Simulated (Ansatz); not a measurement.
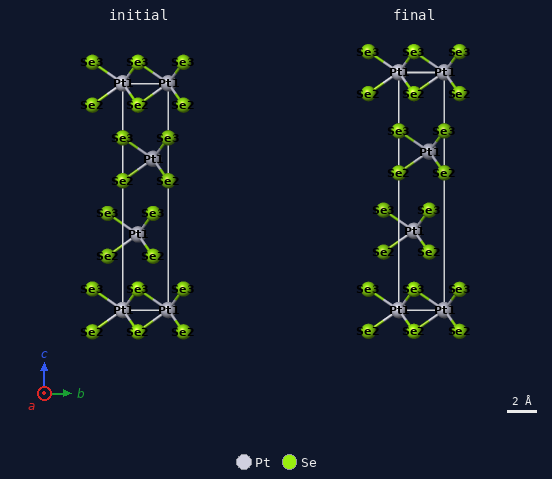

The structure of a crystal of PtSe2 (built on the 3R (MoS2) bulk type) before (left) and after (right) a relaxation, at one scale.

Style: ball-and-stick. Shown: the conventional cell (3 times the calculation's cell), along the a axis. Lengths and directions refer to the drawn axes.

The calculation used DFT, r2SCAN+rVV10, plane waves, PAW (Ansatz).

Input file:
```yaml
crystal:
  lattice:
    - [1.8181302012, 1.0496979611, 5.2294527783]
    - [-1.8181302012, 1.0496979611, 5.2294527783]
    - [0.0, -2.0993959222, 5.2294527783]
  atoms:
    - { symbol: Pt, position: [-0.0012376307, -0.0012376307, -0.0012376307] }
    - { symbol: Se, position: [0.4284459041, 0.4284459041, 0.4284459041] }
    - { symbol: Se, position: [0.2394583933, 0.2394583933, 0.2394583933] }
kpoints:
  mp_grid: { grid: [8, 8, 8] }
hamiltonian:
  xc: r2scan
  dispersion: rvv10
scf:
  occupations: { method: fermi_dirac, width: 0.02 }
relax:
  f_tol: 0.005
  cell: {}
output:
  write_density: true
  write_potential: true
  elf: true
  volumetric_format: npy
```

Command:
```bash
ansatz run input.yaml --threads 2 --pin off --max-ram 2211MiB --backend cpu --events-out ev --progress --plain --runs-dir out
```

### Describe what moved and what it gained.

Over 4 accepted moves (6 points after the start) the energy falls by 11.2 meV per atom. The largest force component goes from 0.28 to 0.0023 eV/Å. The pressure goes from 0.44 to 0.00 GPa. The line search rejected the trial step at point 2 of the run. The SCF was repeated once at an unchanged geometry on a basis and grid sized afresh for the cell, which shifted the energy by 0.2 meV per atom at most. Se2 moves most relative to the cell: 0.11 Å along +c. Largest moves by element: Se 0.11 Å, Pt 0.01 Å. Cell: a = b 3.636 → 3.641 Å (+0.1 %), c 15.688 → 16.454 Å (+4.9 %). Volume +5.2 %. Near-neighbour distances that change, for instance: Pt1–Se2 2.587 → 2.566 Å, Pt1–Se3 2.553 → 2.544 Å. The space group stays R3m (No. 160).
